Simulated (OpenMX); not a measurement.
**N: 7 runs along one coordinate**

System: N (P6₃/mmc, 4 atoms in the cell).
Method: Kohn-Sham DFT of a periodic cell, PBE, OpenMX 2013 PBE set, no spin polarisation (OpenMX 3.8.5).

The 7 runs differ only in the geometry, by an even scaling of the cell at fixed fractional positions. The structure derives from a Materials Project entry.

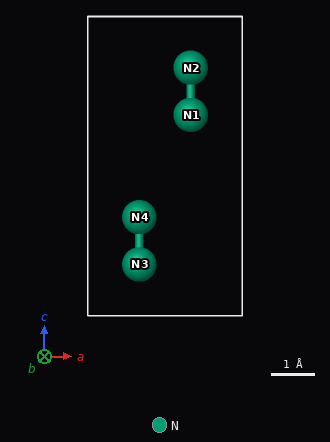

Figure 1. The structure of run 4 (ball-and-stick view of the cell of the calculation, along the b axis; atoms are numbered from 1 in the order of the input).

**Input of run 4**
```
System.CurrrentDirectory             ./
System.Name                          N
DATA.PATH                            ./DFT_DATA13
level.of.stdout                      1
level.of.fileout                     0
Species.Number                       1
<Definition.of.Atomic.Species
  N   N6.0-s2p2d1            N_PBE13
Definition.of.Atomic.Species>

Atoms.Number                         4
Atoms.SpeciesAndCoordinates.Unit     FRAC
<Atoms.SpeciesAndCoordinates
    1  N     0.6666666667    0.3333333333    0.6710699600   2.500  2.500
    2  N     0.6666666667    0.3333333333    0.8289300400   2.500  2.500
    3  N     0.3333333333    0.6666666667    0.1710699600   2.500  2.500
    4  N     0.3333333333    0.6666666667    0.3289300400   2.500  2.500
Atoms.SpeciesAndCoordinates>

Atoms.UnitVectors.Unit               Ang
<Atoms.UnitVectors
     4.1672328106    0.0000000000    0.0000000000
    -2.0836164053    3.6089294775    0.0000000000
     0.0000000000    0.0000000000    7.0060035100
Atoms.UnitVectors>

scf.XcType                           GGA-PBE
scf.SpinPolarization                 off
scf.ElectronicTemperature            580.226
scf.energycutoff                     400.0
scf.maxIter                          100
scf.EigenvalueSolver                 band
scf.Kgrid                            7 7 5
scf.Mixing.Type                      rmm-diisk
scf.Init.Mixing.Weight               0.05
scf.Min.Mixing.Weight                0.001
scf.Max.Mixing.Weight                0.3
scf.Mixing.History                   25
scf.Mixing.StartPulay                8
scf.criterion                        1.0e-8
scf.stress.tensor                    on
MD.Type                              nomd
```

Command:
```bash
openmx N.dat -nt 1 > N.std
```

Run 6 has the same physical settings and fractional positions; its lattice vectors (Å) are:
```
   4.222071    0.000000    0.000000
  -2.111036    3.656421    0.000000
   0.000000    0.000000    7.098198
```

**Results, with one run withheld**

| run | volume per atom (Å³) | free energy per atom, from the lowest run given (meV) | gap on the mesh (eV) |
| --- | --- | --- | --- |
| 1 | 24.761 | 45.17 | 7.29 |
| 2 | 25.288 | 26.68 | 7.25 |
| 3 | 25.814 | 13.29 | 7.20 |
| 4 | 26.341 | 4.51 | 7.15 |
| 5 | 26.868 | 0.00 | 7.10 |
| 6 | 27.395 | ? | ? |
| 7 | 27.922 | 2.17 | 7.00 |

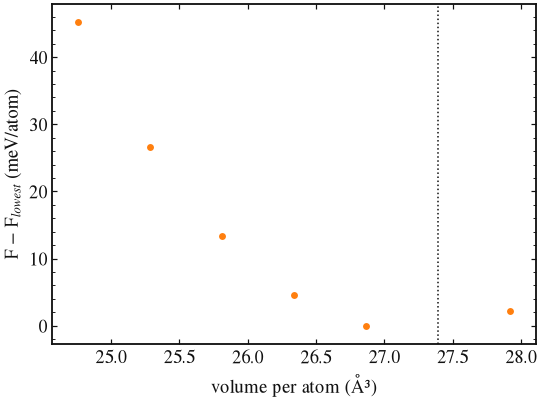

Figure 2. Free energy per atom of the runs given; the dotted line marks run 6.

Estimate the energy of run 6 from the others.

A cubic polynomial in V^(−2/3) (the Birch–Murnaghan form), fitted to the 6 runs given, misses them by at most 0.01 meV per atom. With x = V^(−2/3) − 0.11356 Å⁻², it reads F = 7.4815 + 5436 x + 8.8164e+05 x² − 1.1081e+06 x³ (meV per atom). At run 6 it gives −0.68 meV per atom, and the run itself gives −0.69. The fit has its minimum at 27.226 Å³ per atom, where V d²F/dV² gives 57 GPa. Cell shape and fractional positions are held, so this is the stiffness under even scaling; the relaxed bulk modulus wasn't computed and can be far lower in a crystal of layers, chains or molecules like this one. The gap on the mesh goes, without turning, from 7.29 eV in run 1 to 7.00 eV in run 7; run 6 has 7.05 eV. These are gaps of this functional on this mesh, which can miss the band edges; they aren't the measured gap.

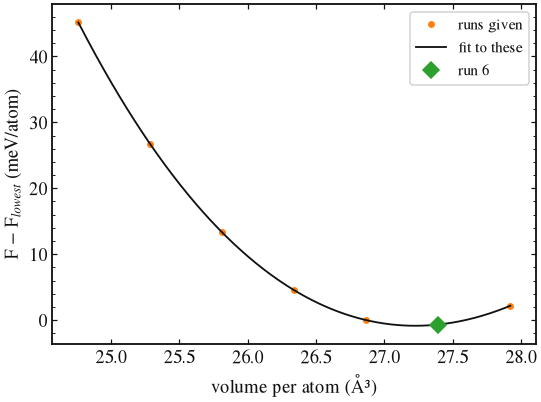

Figure 3. The fit and the withheld run.

**Some lines of the output (run 6)**
```
[...]
  Cell_Volume =    739.479870651721 (Bohr^3)
        Total energy (Hartree) at MD = 1
   kloop=0
   kloop=1
   kloop=122
```

Notes: With a small basis of atomic orbitals these values can differ much from converged plane-wave results.
